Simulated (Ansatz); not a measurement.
Consider CdIn₁₅O₂₄ (cell with a defect).

Input file:

```
crystal:
  lattice:
    - [-5.487, -3.167920927, 4.8366666667]
    - [5.487, -3.167920927, 4.8366666667]
    - [0.0, 6.335841854, 4.8366666667]
  atoms:
    - { symbol: Cd, position: [0.35731, 0.35731, 0.35731], spin: 1.0 }
    - { symbol: In, position: [0.85731, 0.85731, 0.35731] }
    - { symbol: In, position: [0.85731, 0.35731, 0.85731] }
    - { symbol: In, position: [0.35731, 0.85731, 0.85731] }
    - { symbol: In, position: [0.14269, 0.14269, 0.14269] }
    - { symbol: In, position: [0.64269, 0.64269, 0.14269] }
    - { symbol: In, position: [0.64269, 0.14269, 0.64269] }
    - { symbol: In, position: [0.14269, 0.64269, 0.64269] }
    - { symbol: In, position: [0.64269, 0.64269, 0.64269] }
    - { symbol: In, position: [0.14269, 0.14269, 0.64269] }
    - { symbol: In, position: [0.14269, 0.64269, 0.14269] }
    - { symbol: In, position: [0.64269, 0.14269, 0.14269] }
    - { symbol: In, position: [0.85731, 0.85731, 0.85731] }
    - { symbol: In, position: [0.35731, 0.35731, 0.85731] }
    - { symbol: In, position: [0.35731, 0.85731, 0.35731] }
    - { symbol: In, position: [0.85731, 0.35731, 0.35731] }
    - { symbol: O, position: [0.601, 0.399, 0.75] }
    - { symbol: O, position: [0.101, 0.899, 0.75] }
    - { symbol: O, position: [0.101, 0.399, 0.25] }
    - { symbol: O, position: [0.601, 0.899, 0.25] }
    - { symbol: O, position: [0.75, 0.601, 0.399] }
    - { symbol: O, position: [0.25, 0.101, 0.399] }
    - { symbol: O, position: [0.25, 0.601, 0.899] }
    - { symbol: O, position: [0.75, 0.101, 0.899] }
    - { symbol: O, position: [0.399, 0.75, 0.601] }
    - { symbol: O, position: [0.899, 0.25, 0.601] }
    - { symbol: O, position: [0.899, 0.75, 0.101] }
    - { symbol: O, position: [0.399, 0.25, 0.101] }
    - { symbol: O, position: [0.399, 0.601, 0.25] }
    - { symbol: O, position: [0.899, 0.101, 0.25] }
    - { symbol: O, position: [0.899, 0.601, 0.75] }
    - { symbol: O, position: [0.399, 0.101, 0.75] }
    - { symbol: O, position: [0.25, 0.399, 0.601] }
    - { symbol: O, position: [0.75, 0.899, 0.601] }
    - { symbol: O, position: [0.75, 0.399, 0.101] }
    - { symbol: O, position: [0.25, 0.899, 0.101] }
    - { symbol: O, position: [0.601, 0.25, 0.399] }
    - { symbol: O, position: [0.101, 0.75, 0.399] }
    - { symbol: O, position: [0.101, 0.25, 0.899] }
    - { symbol: O, position: [0.601, 0.75, 0.899] }
magnetization:
  spin_polarized: true
kpoints:
  mp_grid: { grid: [3, 3, 3] }
scf:
  occupations: { method: fermi_dirac, width: 0.01 }
hamiltonian:
  xc: pbe
  pseudopotentials: { kind: paw }
output:
  forces: true
  stress: true
  populations: true
  efg:
    quadrupole_moments_barn: { In: 0.772, O: -0.02558 }
    contact_densities: true
  write_density: true
  write_potential: true
  elf: true
  volumetric_format: npy
```

Launched as:

```sh
ansatz run input.yaml --threads 4 --pin off --max-ram 8192MiB --backend cpu --events-out ev --progress --plain --runs-dir out
```

Not relaxed (largest force 1.0 eV/Å); computed pressure about 9 GPa in this cell; spin-polarised.

The calculation used DFT, PBE, plane-wave PAW, default files, scalar-relativistic in Ansatz.

Question: Predict the valence pseudo-density and electron localisation function between the atoms.

Answer: In–O (2.12 Å): ρ at the midpoint is about 0.57 e/Å³; the ELF peaks at about 0.80 in the valence shell of O, 0.6 Å from its nucleus, and is about 0.15 at the midpoint: no shared electron pair shows on this line.
Cd–O (2.12 Å): ρ is about 0.6 e/Å³ halfway; the ELF peaks at about 0.80 in the valence shell of O, 0.6 Å from its nucleus, and drops to about 0.15 between the two atoms; no localised pair shows between them.
In–O (2.26 Å): ρ at the midpoint is about 0.42 e/Å³; the ELF peaks at about 0.85 in the valence shell of O, 0.6 Å from its nucleus, and is about 0.15 at the midpoint; no shared electron pair shows on this line.

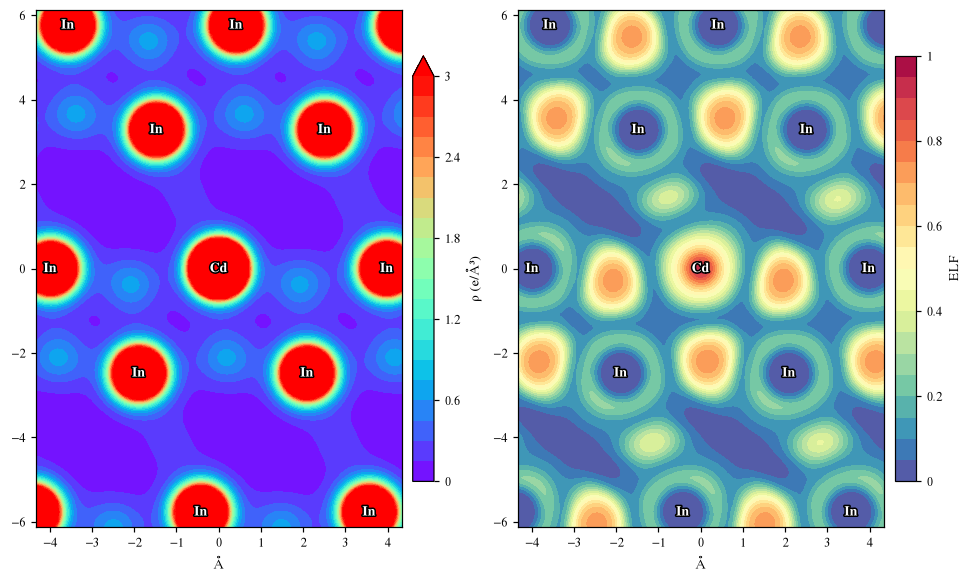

Computed valence pseudo-density and electron localisation function on the (011̄) plane of the calculation cell, in this order. Atoms just off the plane (O, 0.8 Å away) can leave unmarked features too.

Core electrons are frozen (PAW), and the valence fields are smoothed inside the atomic spheres.
